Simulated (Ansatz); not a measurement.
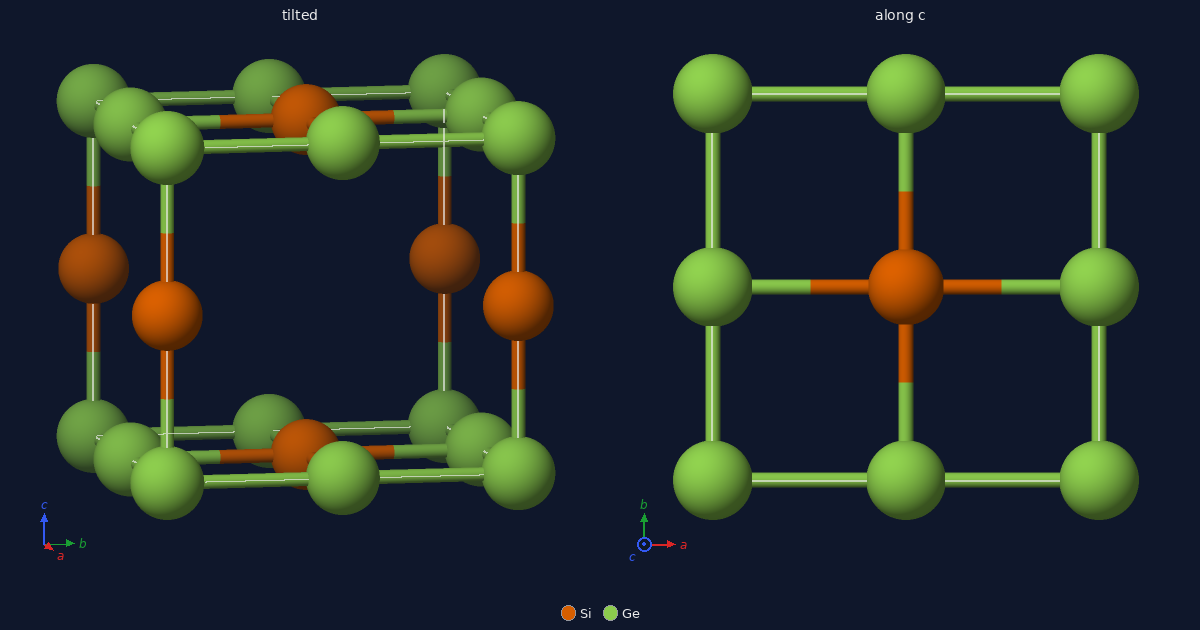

Drawn in the ball-and-stick manner and seen slightly off an axis and along the c axis. The edges of the conventional unit cell are marked. Cell: a = 5.16 Å, b = 5.16 Å, c = 4.86 Å, α = 90.00°, β = 90.00°, γ = 90.00°.

The structure comes from a random cell made by a generator, so it need not be a real form of the compound. Earlier steps of the study may have refined or changed the cell and positions. Ansatz was used for an electronic-structure calculation on it.

### In words:

Its composition is Si$_{2}$Ge$_{3}$. The symmetry is that of P4/mmm (No. 123), on a primitive tetragonal lattice. There are 5 atoms in the cell: 2 Si, 3 Ge. Si takes two kinds of site: 1b with two Ge in a linear arrangement at about 2.4 Å; 1c with four Ge in a square planar arrangement at about 2.6 Å. Ge takes two kinds of site: 1a with four Ge and two Si in a distorted octahedral arrangement (about 2.6 Å to Ge, 2.4 Å to Si); 2f with two Si and two Ge in a square planar arrangement (about 2.6 Å to Si, 2.6 Å to Ge). The bonds build a three-dimensional framework.

Calculation details: Ansatz 0.2.0, DFT PBE, scalar-relativistic, plane waves, PAW; plane waves up to 420 eV, the zone sampled with 8×8×8 points, Gaussian smearing of 0.1 eV, no spin polarisation.

### Is the electronic structure metallic or gapped?

A metal: bands cross the Fermi level.

### How charged are the atoms, by the Bader scheme?

Si +0.07 to +0.11 e; Ge -0.14 to -0.02 e.

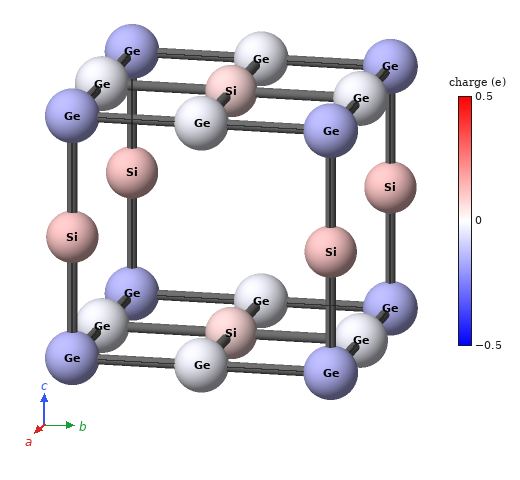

The atoms coloured by those charges. The run's cell of 5 atoms is drawn.

### Is the structure in equilibrium?

Yes. All forces vanish to within 0.01 eV/Å. The pressure is 0.0 GPa, close to zero.
